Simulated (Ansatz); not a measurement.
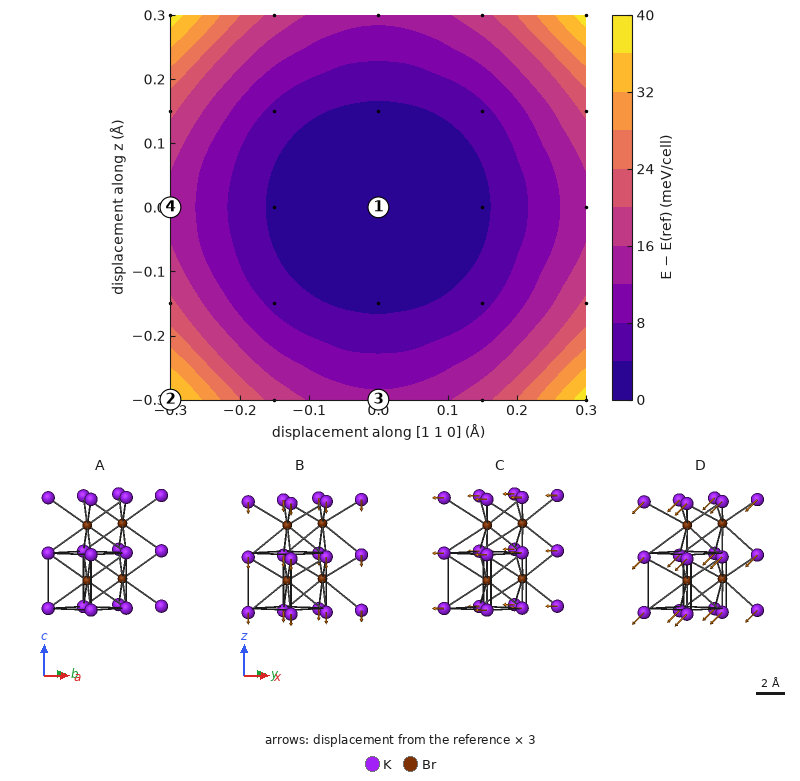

A scan of crystalline KBr (Pm-3m): the K atom (one in each cell of 2 atoms) is moved over the plane of the Cartesian directions [1 1 0] and z, all else fixed. The map is interpolated between the computed points (dots). The frames are shuffled; each belongs to one numbered point. A ball-and-stick model of the cell of the calculation, repeated 1 × 2 × 2 with one cell outlined, seen nearly along the normal of the scanned plane. Orange arrows: displacements from the reference.

All numbers below come from DFT LDA, scalar-relativistic, plane waves, PAW (Ansatz). Set-up: plane-wave cutoff 420 eV; k-point mesh 6 × 6 × 6; occupations gaussian; smearing width 0.05 eV; no spin polarisation. Energies (free energies at the smearing named) are counted from the cell as listed in its source, which wasn't relaxed.

Which frame belongs to which numbered point?

Answer. Point 1 is frame A, at (0.00, 0.00) and 0.0 meV/cell; 2 is frame D, at (−0.30, −0.30) and 38.4 meV/cell; 3 is frame B, at (0.00, −0.30) and 13.0 meV/cell; 4 is frame C, at (−0.30, 0.00) and 15.1 meV/cell. In pairs of (displacement along [1 1 0] (Å); displacement along z (Å)): the lowest computed point lies at (0.00, 0.00) (0.0 meV/cell), the highest at (−0.30, −0.30), (0.30, 0.30), (0.30, −0.30), (−0.30, 0.30) (38.4 meV/cell).  Over the ranges scanned the energy rises by about as much along both axes.
